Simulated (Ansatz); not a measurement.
Geometry relaxation, with input and output: TiAl

- system: TiAl (P4/mmm, 2 atoms in the cell)
- method: DFT r2SCAN, scalar-relativistic, plane waves, PAW, no spin polarisation (Ansatz 0.2.0)

The structure derives from a Materials Project entry. It belongs to a series of runs on one base structure; here: relaxed at 5 GPa. Figures and captions count atoms from 1; the log counts them from 0 in places.

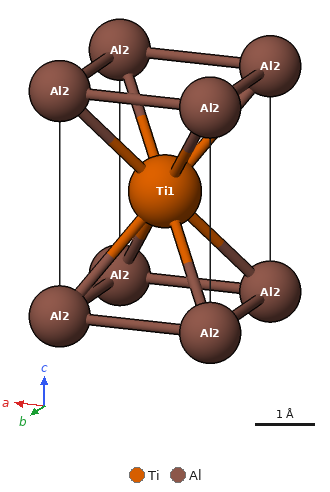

Figure 1. The input geometry (ball-and-stick view of the cell of the calculation, seen at an oblique angle; atoms are numbered from 1 in the order of the input). An atom can appear more than once, as a periodic image. Near neighbours in the periodic cell (some may lie outside the picture): Ti has 8 Al at 2.81 Å and 4 Ti at 2.77 Å; Al has 4 Al at 2.77 Å and 8 Ti at 2.81 Å.

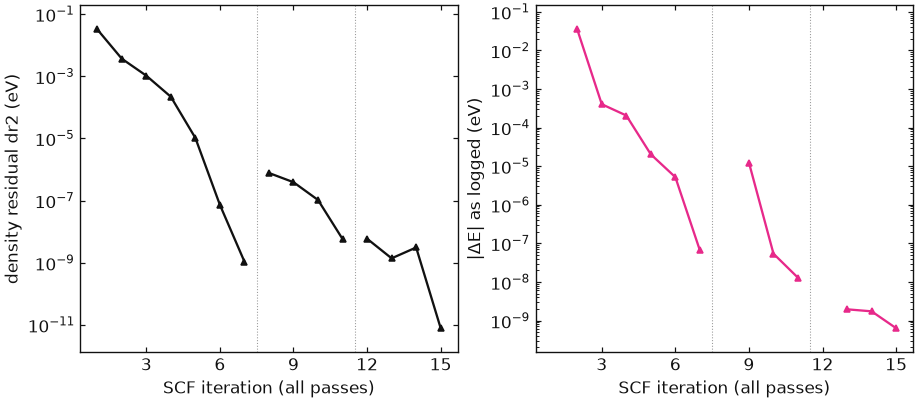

Figure 2. Convergence of the self-consistent field: density residual dr2 and size of the energy change against the SCF iteration. The dotted lines part the SCF passes of the relaxation: geometry steps, rejected trials and re-solves on a re-selected basis. The passes take 7, 4 and 4 iterations.

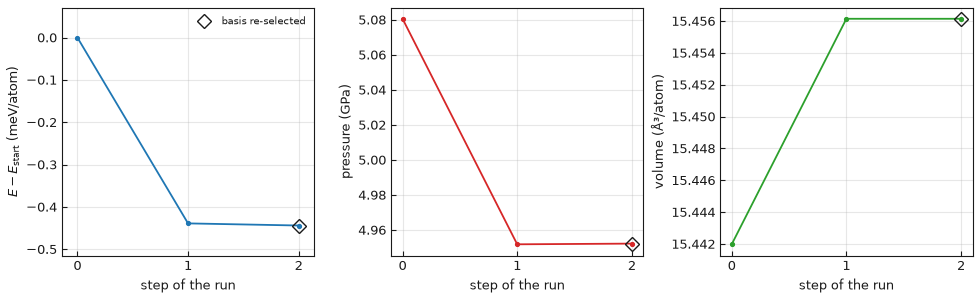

Figure 3. Progress of the relaxation, step by step (the first geometry is step 0 here and step 1 in the log). The energy falls by 0.4 meV per atom in 1 geometry step. All forces vanish by symmetry, so only the cell relaxes. Pressure: 5.08 GPa at the start and 4.95 GPa at the end. No atom moves by more than 0.005 Å relative to the cell. The volume changes by +0.1 %, with a = b 2.774 → 2.775 Å (0.0 %), c stays at 4.014 Å. The space group stays P4/mmm (No. 123). A last SCF at the same geometry on a re-selected plane-wave basis shifts the energy by next to nothing (0.0 meV per atom). (Atoms are counted from 1 in the order of the input.)

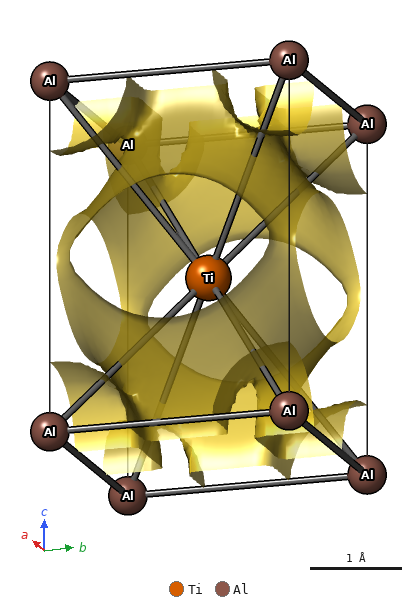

Figure 4. Isosurface of the electron localisation function at 0.55 (yellow), seen at an oblique angle. Only the valence region is drawn (cores and ρ < 0.01 e/Å³ removed). Sticks mark near contacts. The outline is the cell set on symmetry axes. Along the contacts the grid gives the following. Ti–Ti (2.77 Å): the ELF is about 0.30 at the midpoint (no shared electron pair). Al–Al (2.77 Å): the ELF peaks at about 0.70 between the atoms. The fields are those of the smooth PAW valence density.

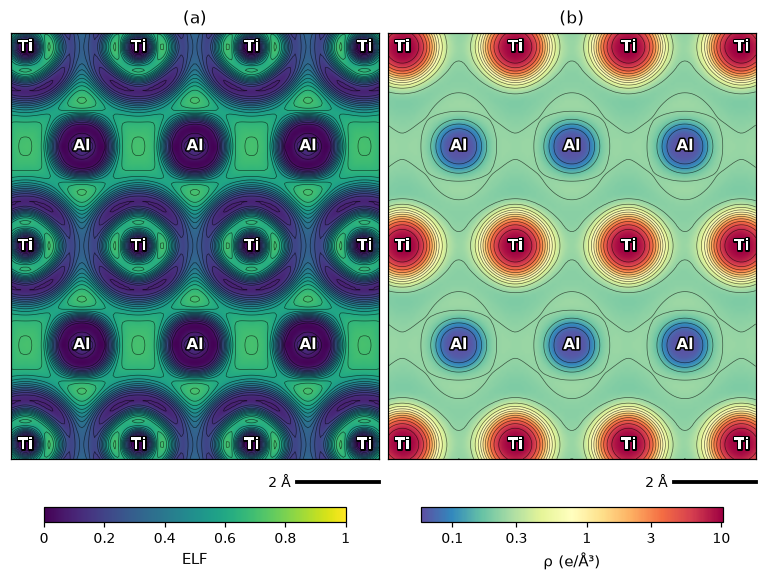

Figure 5. (a) electron localisation function; (b) valence pseudo-density on the (011) plane of the conventional cell. Ti–Ti (2.77 Å): the density is about 0.24 e/Å³ at the midpoint; the ELF is about 0.30 at the midpoint; no localised pair between them. Al–Al (2.77 Å): ρ at the midpoint is about 0.24 e/Å³; the ELF peaks at about 0.70 between the atoms. Ti–Al (2.81 Å): the density is about 0.21 e/Å³ at the midpoint; the ELF is about 0.35 at the midpoint, which marks metallic bonding. Away from the nuclei the density in this plane falls to 0.2 e/Å³ at its lowest. The strong features right at Ti lie inside the PAW spheres (semicore, d or f shells) and say nothing about bonding.

These pictures come from the run below.

### The input
```yaml
crystal:
  lattice:
    - [2.7739462315, 0.0, 0.0]
    - [0.0, 2.7739462315, 0.0]
    - [0.0, 0.0, 4.0136260772]
  atoms:
    - { symbol: Ti, position: [0.5, 0.5, 0.5] }
    - { symbol: Al, position: [0.0, 0.0, 0.0] }
basis:
  ecutwfc: 500
kpoints:
  mp_grid: { grid: [14, 14, 10] }
hamiltonian:
  xc: r2scan
scf:
  occupations: { method: gaussian, width: 0.1 }
output:
  forces: true
  stress: true
  eigenvalues: true
  write_density: true
  write_potential: true
  elf: true
  volumetric_format: npy
relax:
  adjacent_minimum: "off"
  f_tol: 0.008
  max_steps: 50
  cell: { stress_tol: 0.08, p_target: 5.0 }
```

Launched with:
```bash
ansatz run input.yaml --threads 1 --pin off --max-ram 2560MiB --backend cpu --events-out ev --progress --plain --runs-dir out
```

### Log
```
Engine: ansatz 0.2.0, x86_64-unknown-linux-gnu
Pseudopotentials: kind: paw
Pseudopotential: Ti, paw, valence charge 12, recommended cutoff 500 eV (meta_gga), Ti.paw.azcp
Pseudopotential: Al, paw, valence charge 3, recommended cutoff 500 eV (meta_gga), Al.paw.azcp
Functional definition: r2SCAN
  parameter k0 = 0.174
  parameter k1 = 0.065
  parameter a1 = 4.9479
  exchange = r2scan_x(k0 = k0, k1 = k1, a1 = a1)
  correlation = r2scan_c
Crystal: 2 atoms, lattice volume = 30.884 Å³
Basis set: ecut = 500 eV, 791 PW (Γ), exchange–correlation on 96×96×120 points (64 copies of the dense FFT grid, shifted against one another)
Bands: 12, of which v1, the nominal top of the filled ones, is band 8 counted from 1 (7 counted from 0)
Symmetry: 16 space group operations
Space group: P4/mmm (ITA 123), of the structure as read, at distance tolerance 3.1e-5 Å
k-points: 216 of 1960
Non-local potential: Ti, projectors of the file, l = 0: 3, l = 1: 2, l = 2: 3, l = 3: 1
Non-local potential: Al, projectors of the file, l = 0: 2, l = 1: 2, l = 2: 1
PAW form: soft (Blöchl's): semilocal exchange-correlation on the pseudo side does not see the compensation charge
PAW frozen core: Ti, regenerated for the run's functional (the file was generated under x = pbe(κ = 0.804, μ = 0.2195149727645171), c = pbe(β = 0.06672455060314922))
PAW frozen core: Al, regenerated for the run's functional (the file was generated under x = pbe(κ = 0.804, μ = 0.2195149727645171), c = pbe(β = 0.06672455060314922))
PAW one-centre angular grid: Ti, 590 points (default); XC on 160 Gauss nodes
PAW one-centre angular grid: Al, 302 points (default); XC on 160 Gauss nodes
Initial density: superposition of atomic densities (neutral atoms: chi_scale 0, normalization atom), corrected by the library's trained network
Initial wavefunctions: pseudopotential atomic-orbital guess
Functional: x = r2scan, c = r2scan; τ floored in thin density (d = 2e-4 eV/Å³)
SCF iter   1: F=—  HF=-3045.634369 eV  |F-HF|=—  |Δ(HF+E_count)|=         —  Δρ=1.14e-2  dr2=3.22e-2  dr2_τ=2.09e-2  ethr=1.77e-3  ⟨swp⟩=4.9  Hψ=13162  notcnv=0
preconditioner: auto → none  [metal: Δε(μ)=0.035 eV  Ē_g=5.982 eV  σ=0.100 eV  W_gap=0.19  n_scr=6 (ndim 8)  ℏωp=17.7 eV  f_vac=0.000  D(μ)=1.45/eV (n_scr^D=14)  sad-step TF]
SCF iter   2: F=—  HF=-3045.669395 eV  |F-HF|=—  |Δ(HF+E_count)|=   3.50e-2  Δρ=4.20e-3  dr2=3.66e-3  dr2_τ=4.99e-4  ethr=2.15e-4  ⟨swp⟩=2.2  Hψ=6463  notcnv=0  defer=51
SCF iter   3: F=—  HF=-3045.669797 eV  |F-HF|=—  |Δ(HF+E_count)|=   4.02e-4  Δρ=1.94e-3  dr2=1.04e-3  dr2_τ=4.37e-5  ethr=2.44e-5  ⟨swp⟩=2.2  Hψ=3292  notcnv=0  defer=51
SCF iter   4: F=—  HF=-3045.670002 eV  |F-HF|=—  |Δ(HF+E_count)|=   2.05e-4  Δρ=8.80e-4  dr2=2.18e-4  dr2_τ=2.03e-5  ethr=6.93e-6  ⟨swp⟩=2.7  Hψ=3796  notcnv=0  defer=51
SCF iter   5: F=—  HF=-3045.670022 eV  |F-HF|=—  |Δ(HF+E_count)|=   2.02e-5  Δρ=2.44e-4  dr2=1.03e-5  dr2_τ=7.17e-7  ethr=1.45e-6  ⟨swp⟩=2.1  Hψ=3029  notcnv=0  defer=51
SCF iter   6: F=—  HF=-3045.670028 eV  |F-HF|=—  |Δ(HF+E_count)|=   5.18e-6  Δρ=2.47e-5  dr2=7.24e-8  dr2_τ=5.02e-9  ethr=6.67e-10  ⟨swp⟩=6.7  Hψ=14867  notcnv=0
SCF iter   7: F=-3045.670028 eV  HF=-3045.670028 eV  |F-HF|=6.14e-11  |Δ(HF+E_count)|=   6.57e-8  Δρ=2.12e-6  dr2=1.08e-9  dr2_τ=1.07e-10  ethr=4.83e-10  ⟨swp⟩=4.8  Hψ=12914  notcnv=0
SCF 1 converged in 7 iterations: F = -3045.670028 eV  dr2 = 1.08e-9
  greatest PAW one-centre occupation: 1.001 electrons in one spin orbital (limit 2), on the Ti atom at site 0 (counted from 0), in its partial waves of l = 1
relax step   1: F+E_penalty+E_count = -3045.67002757 eV  Δ(F+E_penalty+E_count) = +0.000e0 eV  max|allowed force component| = 2.686e-29 eV/Å  Δτ_max = 0.0000 Å  P = +5.081 GPa  Ω = 30.884 Å³  (7 SCF iters, dr2 threshold 1.00e-7 eV, accepted)
Crystal: 2 atoms, lattice volume = 30.912 Å³
Initial density: handed on by an earlier stage of this run
Initial wavefunctions: those handed on with the density
iter 1 solved again at ethr=4.76e-9 eV; its pass at ethr=3.10e-3 eV (dr2=7.15e-7 eV) is discarded
SCF iter   1: F=—  HF=-3045.670894 eV  |F-HF|=—  |Δ(HF+E_count)|=         —  Δρ=3.70e-5  dr2=7.69e-7  dr2_τ=6.94e-6  ethr=4.76e-9  ⟨swp⟩=2.0  Hψ=16106  notcnv=0
preconditioner: auto → none  [metal: Δε(μ)=0.022 eV  Ē_g=5.902 eV  σ=0.100 eV  W_gap=0.12  n_scr=6 (ndim 8)  ℏωp=17.7 eV  f_vac=0.000  D(μ)=1.47/eV (n_scr^D=14)]
SCF iter   2: F=—  HF=-3045.670906 eV  |F-HF|=—  |Δ(HF+E_count)|=   1.23e-5  Δρ=2.63e-5  dr2=3.88e-7  dr2_τ=1.35e-8  ethr=4.76e-9  ⟨swp⟩=2.0  Hψ=4238  notcnv=0
SCF iter   3: F=—  HF=-3045.670906 eV  |F-HF|=—  |Δ(HF+E_count)|=   5.38e-8  Δρ=1.87e-5  dr2=1.04e-7  dr2_τ=8.42e-9  ethr=2.58e-9  ⟨swp⟩=2.3  Hψ=3287  notcnv=0
SCF iter   4: F=-3045.670906 eV  HF=-3045.670906 eV  |F-HF|=3.09e-9  |Δ(HF+E_count)|=   1.28e-8  Δρ=5.61e-6  dr2=5.76e-9  dr2_τ=1.45e-9  ethr=1.27e-10  ⟨swp⟩=5.0  Hψ=12440  notcnv=0
SCF 2 converged in 4 iterations: F = -3045.670906 eV  dr2 = 5.76e-9
relax step   2: F+E_penalty+E_count = -3045.67090620 eV  Δ(F+E_penalty+E_count) = -8.786e-4 eV  max|allowed force component| = 7.889e-30 eV/Å  Δτ_max = 0.0000 Å  P = +4.952 GPa  Ω = 30.912 Å³  energy of the carried Pulay correction = -8.533e-6 eV  (4 SCF iters, dr2 threshold 1.90e-8 eV, accepted)
Initial wavefunctions: pseudopotential atomic-orbital guess (no wavefunctions were taken with the density)
iter 1 solved again at ethr=4.54e-9 eV; its pass at ethr=3.10e-3 eV (dr2=6.81e-7 eV) is discarded
SCF iter   1: F=—  HF=-3045.670916 eV  |F-HF|=—  |Δ(HF+E_count)|=         —  Δρ=5.92e-6  dr2=5.89e-9  dr2_τ=1.85e-9  ethr=4.54e-9  ⟨swp⟩=3.0  Hψ=20682  notcnv=0
preconditioner: auto → none  [metal: Δε(μ)=0.021 eV  Ē_g=5.902 eV  σ=0.100 eV  W_gap=0.12  n_scr=6 (ndim 8)  ℏωp=17.7 eV  f_vac=0.000  D(μ)=1.47/eV (n_scr^D=14)]
SCF iter   2: F=—  HF=-3045.670916 eV  |F-HF|=—  |Δ(HF+E_count)|=   1.95e-9  Δρ=2.90e-6  dr2=1.38e-9  dr2_τ=2.20e-10  ethr=3.93e-11  ⟨swp⟩=2.2  Hψ=4013  notcnv=0
SCF iter   3: F=—  HF=-3045.670916 eV  |F-HF|=—  |Δ(HF+E_count)|=   1.73e-9  Δρ=2.37e-6  dr2=3.08e-9  dr2_τ=8.86e-11  ethr=9.21e-12  ⟨swp⟩=2.2  Hψ=3913  notcnv=0
SCF iter   4: F=-3045.670916 eV  HF=-3045.670916 eV  |F-HF|=2.27e-12  |Δ(HF+E_count)|=  6.32e-10  Δρ=2.30e-7  dr2=7.78e-12  dr2_τ=1.55e-12  ethr=1.00e-12  ⟨swp⟩=3.9  Hψ=11083  notcnv=0
SCF 3 converged in 4 iterations: F = -3045.670916 eV  dr2 = 7.78e-12
relax step   3: F+E_penalty+E_count = -3045.67091643 eV  Δ(F+E_penalty+E_count) = -1.023e-5 eV  max|allowed force component| = 1.652e-30 eV/Å  Δτ_max = 0.0000 Å  P = +4.952 GPa  Ω = 30.912 Å³  stress off target by 5.09e-2 GPa  SCF on the basis re-selected at this cell (its energy is not comparable with the rows above)  (4 SCF iters)
basis re-selected at this cell: Δ(F+E_penalty+E_count) = -1.023e-5 eV, ΔP = +0.000 GPa vs the last step (what re-selecting the basis moved, of the pressure what is left beyond the Pulay correction that the steps carried, after the strain that the cell walked since its last selection, with what the two solves' SCF thresholds leave and, on support functions, any second-order correction that the steps lacked; it is no measure of the basis error at this ecutwfc). This SCF's stress stands 5.09e-2 GPa from its target on what of the cell is left free (relax.cell.stress_tol is 8.00e-2 GPa) and its largest allowed force component is 1.65e-30 eV/Å (relax.f_tol is 8.00e-3 eV/Å): within both
SCF converged after 4 iterations
Free energy (F): -3045.670916 eV
Harris-Foulkes:  -3045.670916 eV  (|F-HF|=2.27e-12)
Internal energy: -3045.663552 eV  (E = F + TS)
E sigma→0 (E₀):  -3045.667234 eV
Entropy (-TS):   -0.007365 eV (-3.682 meV/atom)
Fermi energy:    11.631773 eV
--- Per-component energies (eV) ---
  E_band       = -168.738162
  E_kinetic    = 298.865557
  E_local      = -1051.209512  (includes V_loc(G=0)·N_el)
  E_nonlocal   = 18.101631
  E_hartree    = 452.789717
  E_xc         = -130.932385
  E_vxc        = -165.690486  (∫ρ·V_xc dr)
  E_paw        = -1530.793151  (= ΣΔE_a)
  E_vpaw       = -184.761313  (= ΣTr[D̂ρ^β])
  E_aug_tail   = 0.000095  (compensation charges beyond the density's cutoff)
  E_vtau       = 10.376434  (kinetic-family band-sum trace: ∫τ·v_τ [+ j·A + Jᵃ·Aᵃ] dr)
  E_ewald      = -1102.171938
  E_core_change = -0.313565  (= ΣΔE_core)
  E_smearing   = -0.007365  (= −TS)
  E_closure    = 0.000000  (closes the sum)
  Σ components = -3045.670916   (vs F -3045.670916, Δ=0.00e0)
--- Forces (eV/Å), atoms counted from 1 ---
  atom   1  Ti     0.00000000    -0.00000000     0.00000000
  atom   2  Al    -0.00000000     0.00000000     0.00000000
  max |Σ_I F_I| component: 3.16e-30 eV/Å
--- Stress (GPa, compression-positive) ---
        4.953778       0.000000       0.000000
        0.000000       4.953778       0.000000
        0.000000       0.000000       4.949056
  P = ⅓ Tr σ = 4.9522 GPa (49.522 kbar)
--- Band table (eV; the first three rows and the last of 216) ---
  k-point 0: bands = ["-47.2535", "-22.6169", "-22.1006", "-22.1006", "1.7969", "9.5498", "10.5975", "11.1426", "14.1180", "14.1180", "15.5166", "18.5156"]
  k-point 1: bands = ["-47.2534", "-22.6191", "-22.1005", "-22.1005", "1.8973", "9.0809", "10.6149", "11.4117", "14.0774", "14.0774", "15.5180", "18.7998"]
  k-point 2: bands = ["-47.2532", "-22.6250", "-22.1003", "-22.1003", "2.1891", "8.1448", "10.6614", "11.8216", "13.9755", "13.9755", "15.5218", "19.5397"]
  k-point 215: bands = ["-47.1056", "-22.6022", "-22.6022", "-22.4895", "8.8782", "9.1245", "9.1245", "14.0541", "14.1305", "14.3118", "16.1173", "16.1173"]
--- Relaxed structure (2 steps of the walk, 2 accepted, 1 SCFs on fresh bases) ---
  F+E_penalty+E_count = -3045.67091643 eV   max|allowed force component| = 1.652e-30 eV/Å   (the final SCF, on the basis selected at the relaxed cell)
  cell:  # Å, volume = 30.9123 Å³
    - [2.7749201684169664, 0.0, 0.0]
    - [0.0, 2.7749201684169664, 0.0]
    - [0.0, 0.0, 4.01448818897178]
  atoms:
    - { symbol: Ti, position: [0.5, 0.5, 0.49999999999999994] }
    - { symbol: Al, position: [0.0, 1.356039954890279e-37, 0.0] }
```

### Trajectory as extended XYZ (Å, eV, eV/Å), 3 frames, from step=1 to step=3
```
2
Lattice="2.7739 0.0000 0.0000 0.0000 2.7739 0.0000 0.0000 0.0000 4.0136" Properties=species:S:1:pos:R:3:forces:R:3 step=1 energy=-3045.67003 pressure_GPa=5.08
Ti    1.3870    1.3870    2.0068    0.0000   0.0000   0.0000
Al    0.0000    0.0000    0.0000    0.0000   0.0000   0.0000
2
Lattice="2.7749 0.0000 0.0000 0.0000 2.7749 0.0000 0.0000 0.0000 4.0145" Properties=species:S:1:pos:R:3:forces:R:3 step=2 energy=-3045.67091 pressure_GPa=4.95
Ti    1.3875    1.3875    2.0072    0.0000   0.0000   0.0000
Al    0.0000    0.0000    0.0000    0.0000   0.0000   0.0000
2
Lattice="2.7749 0.0000 0.0000 0.0000 2.7749 0.0000 0.0000 0.0000 4.0145" Properties=species:S:1:pos:R:3:forces:R:3 step=3 energy=-3045.67092 pressure_GPa=4.95
Ti    1.3875    1.3875    2.0072    0.0000   0.0000   0.0000
Al    0.0000    0.0000    0.0000    0.0000   0.0000   0.0000
```

### Key numbers

- outcome: converged
- space group (tolerance 0.01 Å): P4/mmm (123)
- electrons treated: 15
- free energy: −3045.6709 eV
- Fermi energy: 11.632 eV
- gap on the k-point mesh: none (metallic)
- pressure: 4.95 GPa
- final volume: 30.91 Å³
- largest force (length of the vector) at the end: under 0.001 eV/Å
- final cell: a = 2.775 Å, b = 2.775 Å, c = 4.014 Å, α = 90.00°, β = 90.00°, γ = 90.00°
- hardware: 1 thread of AMD EPYC (Zen 3), 189 GiB of memory available, shared host
- wall time: 69 s
- peak memory: 0.5 GiB
